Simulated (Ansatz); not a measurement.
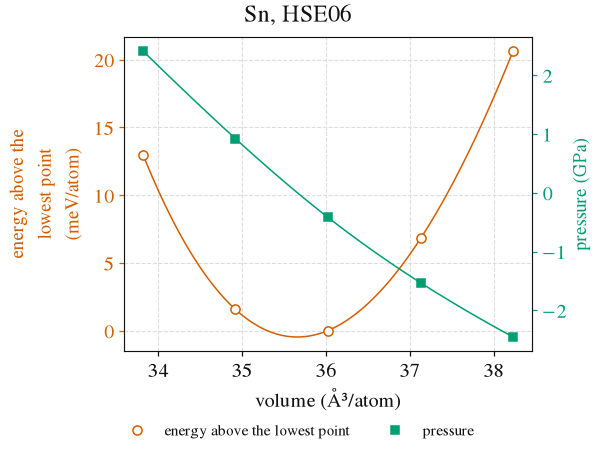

The figure shows the energy above the lowest point and pressure against volume for Sn, space group Fd-3m (No. 227) (one of a set of cubic test structures, which need not be the stable phase).

Method: equation of state of a cubic crystal from periodic Kohn-Sham density functional theory without spin, third-order Birch-Murnaghan fit to the free energies; pressure corrected for the finite basis (Ansatz 0.2.0 development build). Level: HSE06.

- structure type: diamond
- atoms in cell: 2
- space group number: 227
- lattice centring: face-centred primitive
- k mesh: 4×4×4
- occupation method: Fermi–Dirac
- occupation width: 0.1 eV
- wave cutoff: 700 eV
- datasets: hard PAW
- density tolerance: 0 eV
- bands: 27
- density cutoff ratio: 4
- search for lower states: default
- exchange singularity: regularized

Q: Give the fitted equation-of-state parameters.

A: A third-order Birch–Murnaghan fit gives V0 = 35.66 Å³/atom, B0 = 41.3 GPa and B′ = 4.5.

Q: How does the pressure vary with volume?

A: It falls from 2.412 GPa at volume 33.82 Å³/atom to −2.454 GPa at 38.23 Å³/atom, and changes sign near 35.7 Å³/atom.

Caveats: coarse k-mesh, values are not converged in k; pseudopotentials made with PBE, not this functional.
